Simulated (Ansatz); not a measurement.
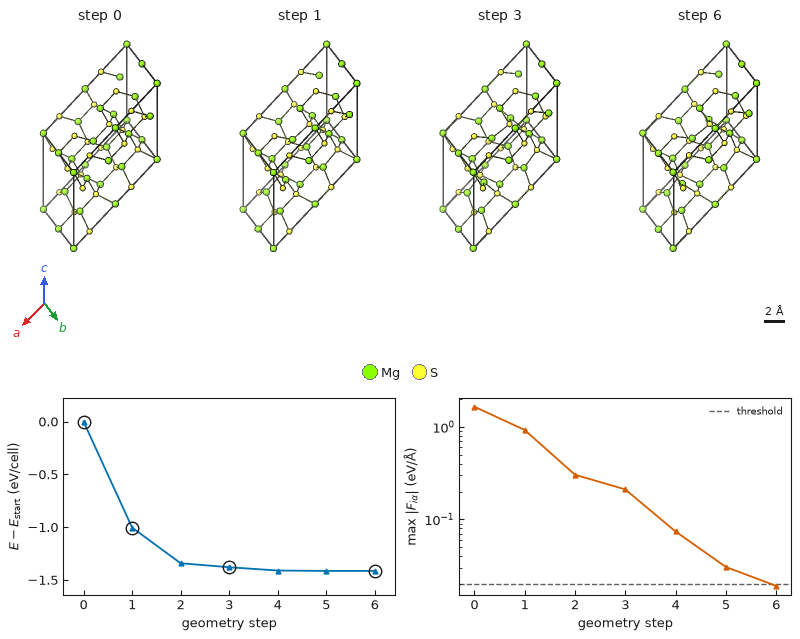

Frames of a relaxation of a defect cell of composition Mg8S7 (cell charge +2), marked on the history of the run. The picture is a ball-and-stick view of the conventional cell (2 times the calculation's cell) (origin shifted), seen from a free direction. Lengths and directions refer to the drawn axes.

Case: S vacancy, atoms relaxed.

Computed with DFT PBEsol, scalar-relativistic, plane waves, PAW in Ansatz. Settings: plane-wave cutoff 420 eV; k-point mesh 4 × 4 × 4; occupations gaussian; smearing width 0.05 eV; no spin polarisation; atoms relaxed in a fixed cell; force threshold 0.02 eV/Å; at most 50 steps.

### What happens along the run?

The energy falls by 1.414 eV per cell of the calculation in 6 geometry steps. The largest force component goes from 1.7 to 0.019 eV/Å. The largest move is that of a Mg atom, 0.73 Å along +a. By element the largest moves are Mg 0.73 Å, S 0.18 Å. The lattice vectors keep their values. Some distances before and after: Mg–S 2.445 → 2.349 Å, Mg–S 2.454 → 2.520 Å, Mg–S 2.454 → 2.388 Å, Mg–S 2.445 → 2.404 Å. Among the angles between lasting bonds that change: Mg–S–Mg 108.0° → 86.7°, Mg–S–Mg 108.0° → 87.8°, Mg–S–Mg 110.9° → 94.2°. Cost: 2.1 min on 4 threads of Arm Neoverse V1, on a shared host, peak memory 1.1 GiB. From step 0 to 1: Mg atoms move most (0.19 Å), energy −1.003 eV per cell of the calculation. From step 1 to 3: a Mg atom moves most (0.31 Å), energy −0.376 eV per cell of the calculation. From step 3 to 6: a Mg atom moves most (0.23 Å), energy −35.1 meV per cell of the calculation.

| step | E − E(0), meV/atom | largest force component, eV/Å |
| --- | --- | --- |
| 0 | 0.00 | 1.6561 |
| 1 | -66.86 | 0.9280 |
| 2 | -89.39 | 0.3046 |
| 3 | -91.91 | 0.2114 |
| 4 | -93.99 | 0.0742 |
| 5 | -94.23 | 0.0307 |
| 6 | -94.25 | 0.0191 |

Limits of the set-up: the periodic images lie only 7.6 Å apart, so the values are limited by the cell's size; the cell is charged, on a uniform background, and energies carry no finite-size correction.
